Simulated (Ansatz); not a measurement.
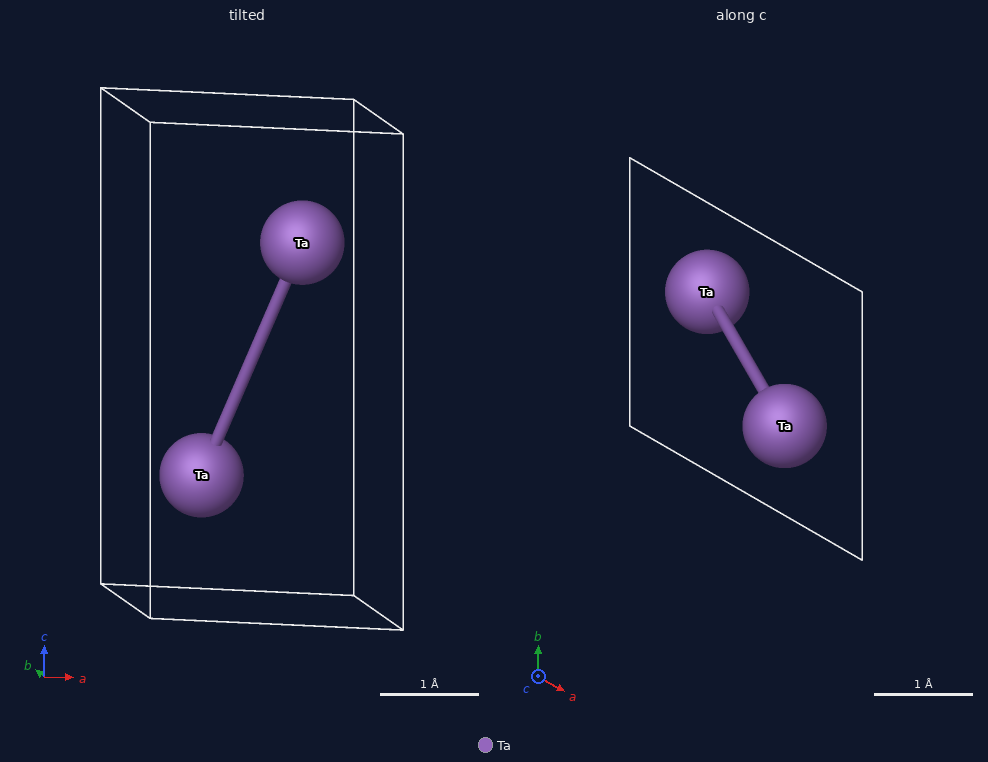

Crystal structure, ball-and-stick style, seen slightly off an axis and along the c axis. The conventional unit cell is drawn as a box.

Characterise what is shown.

- The element is tantalum.
- It belongs to space group P6_3/mmc (No. 194) and has a primitive hexagonal lattice.
- The structure is of the kind named hexagonal close-packed (Mg type).
- The cell holds two atoms.
- Ta is coordinated by twelve Ta in a distorted anticuboctahedral arrangement at about 2.7 to 3.0 Å.
- The bonds build a three-dimensional framework.

The model was built from a structure listed in the Materials Project. The cell was then strained or its atoms displaced on purpose. It was run through Ansatz as a DFT input.

At this level of theory the run's own cell isn't at rest (compressed, at 25 GPa), so its distances can differ from those at equilibrium, the more so the softer the solid.
